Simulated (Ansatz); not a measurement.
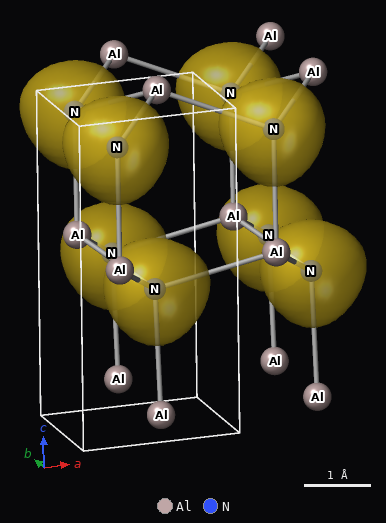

*AlN. Isosurface of the valence electron density at 0.8 e/Å³ (yellow), seen slightly off an axis. Sticks mark near contacts.*

Space group P1; changed on purpose from its base cell (all atoms moved at random (sigma 0.03 A a component), cell strained at random (sigma 0.03)); not relaxed (largest force 1.5 eV/Å).

The calculation used DFT PBE, scalar-relativistic, plane waves, PAW in Ansatz 0.2.0.

In a PAW calculation such maps are meaningful between the atoms, not at the nuclei.

### How is the density connected at this value?

At this value the density breaks into separate islands; it holds about 50 % of the electrons treated as valence. It bridges none of the near contacts. It is pinched off along the sampled Al–N (1.83 Å), Al–N (1.90 Å), Al–N (1.94 Å) and Al–N (1.99 Å) contacts. On the grid the lowest density along these lines, outside the cores, is 0.63 e/Å³ (Al–N, 1.83 Å), 0.56 e/Å³ (Al–N, 1.90 Å), 0.52 e/Å³ (Al–N, 1.94 Å) and 0.48 e/Å³ (Al–N, 1.99 Å).

### Metal or insulator at this level of theory?

It is gapped, with a Kohn–Sham gap of 3.6 eV on the k-point mesh (the band edges may lie off the mesh, which would make the gap smaller).
